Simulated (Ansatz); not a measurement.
## Electronic structure of SnO in real space

The calculation's input:

```
crystal:
  lattice:
    - [2.6904552953, -2.6904757091, 0.0]
    - [2.6904552953, 2.6904757091, 0.0]
    - [0.0, 0.0, 9.494819846]
  atoms:
    - { symbol: Sn, position: [0.9991869824, 0.0086944726, 0.999860423] }
    - { symbol: Sn, position: [0.0008130176, 0.9913055274, 0.499860423] }
    - { symbol: Sn, position: [0.5008130176, 0.4913055274, 0.2571395769] }
    - { symbol: Sn, position: [0.4991869824, 0.5086944726, 0.7571395769] }
    - { symbol: O, position: [0.0007819408, 0.4921787468, 0.3785015894] }
    - { symbol: O, position: [0.9992180592, 0.5078212532, 0.8785015894] }
    - { symbol: O, position: [0.5007819408, 0.9921787468, 0.3784984105] }
    - { symbol: O, position: [0.4992180592, 0.0078212532, 0.8784984105] }
basis:
  ecutwfc: 420
kpoints:
  mp_grid: { grid: [10, 10, 4] }
hamiltonian:
  xc: pbesol
scf:
  occupations: { method: gaussian, width: 0.15 }
output:
  forces: true
  stress: true
  eigenvalues: true
  write_density: true
  write_potential: true
  elf: true
  volumetric_format: npy
```

Command:

```sh
ansatz run input.yaml --threads 2 --pin off --max-ram 5120MiB --backend cpu --events-out ev --progress --plain --runs-dir out
```

Below, planes, directions and counts refer to the standardised cell (a = 9.49 Å, b = 3.80 Å, c = 3.80 Å, α = 90.00°, β = 90.00°, γ = 90.00°).

Space group P2₁/c.

Theory: Ansatz, DFT PBEsol, scalar-relativistic, plane waves, PAW.

The density is the valence pseudo-density of a PAW calculation; it isn't the true density close to the nuclei.

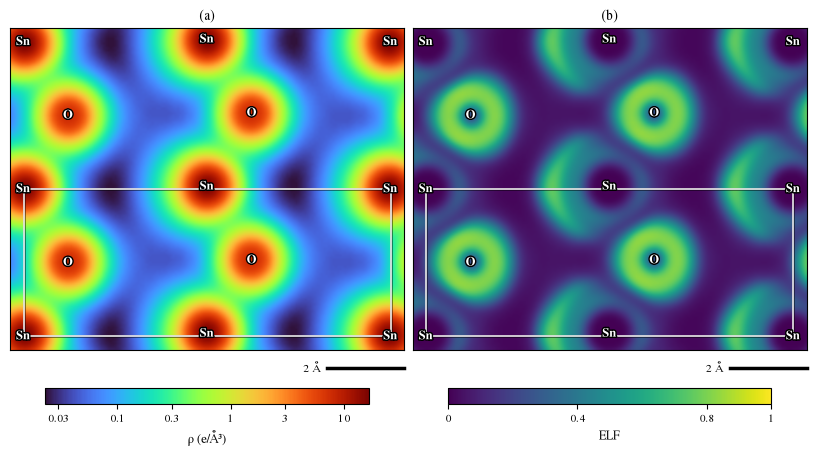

Figure 1. (a) valence pseudo-density; (b) ELF on the (010) plane of the standardised cell.

### What does the map show?

The section cuts through Sn and O sites.
Sn–O (2.23 Å): the density is about 0.47 e/Å³ at the midpoint; the ELF peaks at about 0.85 in the valence shell of O, 0.6 Å from its nucleus, and is about 0.20 at the midpoint (no localised pair shows between them).
Between the atoms the lowest density in this plane is 0.02 e/Å³.

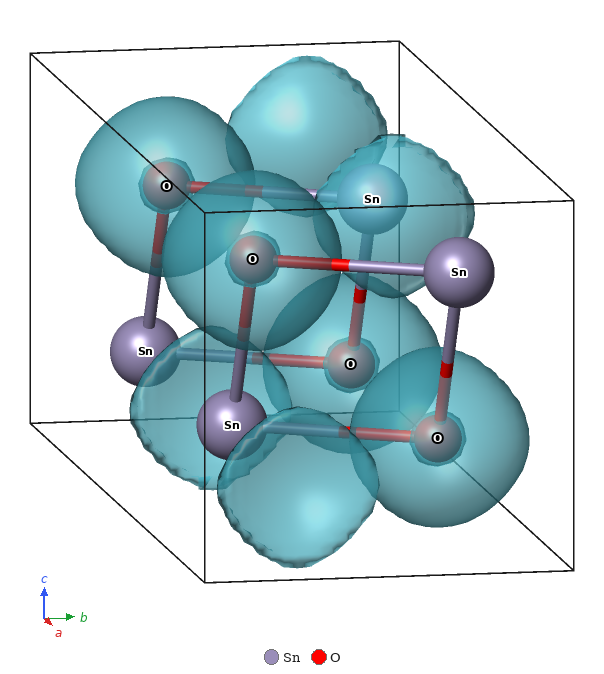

Figure 2. Isosurface of the ELF at 0.6 (cyan), seen slightly off an axis. Core shells and regions of very low density are left out. Sticks mark near contacts.

### What do the ELF domains correspond to?

At this value the surface marks out four lobes on Sn, pointing away from the bonds (lone pairs) and four regions wrapped around O (the valence shell of each), counted in one cell of 8 atoms. Any copies at cell faces, edges or corners count once.


Sn–O (2.22 Å): the ELF peaks at about 0.85 in the valence shell of O, 0.6 Å from its nucleus, and is about 0.20 at the midpoint; no shared electron pair shows on this line.

### Does the calculation make it a metal, or give it a gap?

It is gapless in this calculation (a metal or semimetal).
